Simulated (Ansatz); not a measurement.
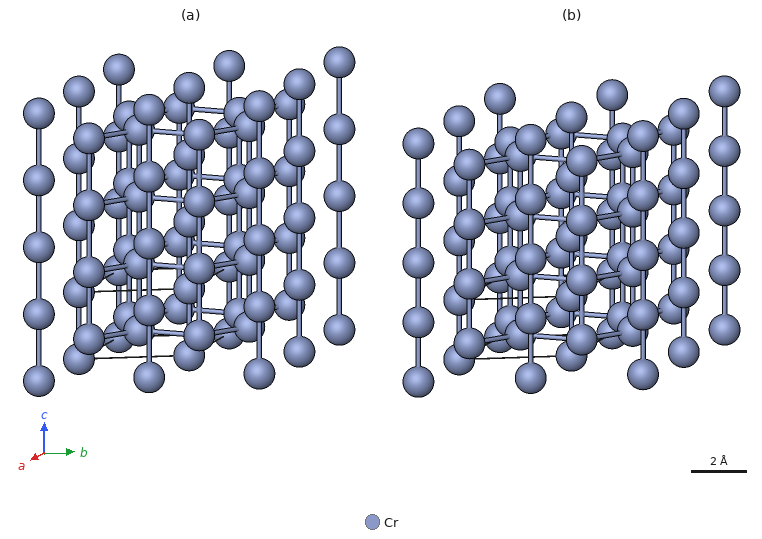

The structure of crystalline Cr (a generated structure, set up in P6/mmm) before (left) and after (right) a relaxation, at one scale.

The picture is a ball-and-stick view of the cell of the calculation, repeated 2 × 2 × 4 with one cell outlined, seen slightly off an axis.

Phase: omega (AlB2-type).

Level of theory: DFT, LDA (PW92), plane waves (420 eV) with PAW, scalar-relativistic in Ansatz 0.2.0. Settings: plane-wave cutoff 420 eV; k-point mesh 9 × 9 × 13; occupations fermi dirac; smearing width 0.05 eV; collinear spin; cell and atoms relaxed; force threshold 0.01 eV/Å; at most 60 steps.

Summarise the run.

Answer. The energy falls by 0.537 eV per cell of the calculation in 6 accepted moves (8 points after the start). All forces vanish by symmetry, so only the cell relaxes. Pressure: −17.30 GPa at the start and 0.00 GPa at the end. The SCF was repeated twice at an unchanged geometry on a basis and grid sized afresh for the cell, which shifted the energy by 0.6 meV per cell of the calculation at most. The atoms keep their places relative to the cell (all moves are under 0.005 Å). Cell: a = b 4.077 → 4.153 Å (+1.9 %), c 2.499 → 2.226 Å (−10.9 %). Volume −7.6 %. Some distances before and after: Cr–Cr 2.499 → 2.226 Å, Cr–Cr 2.354 → 2.398 Å, Cr–Cr 2.665 → 2.644 Å. The space group stays P6/mmm (No. 191). The program noted that a PAW file was made for another functional than the run's, and that the starting moments weren't kept. The run took 45 s on 2 threads of Arm Neoverse V2, on a shared host, peak memory 0.39 GiB.
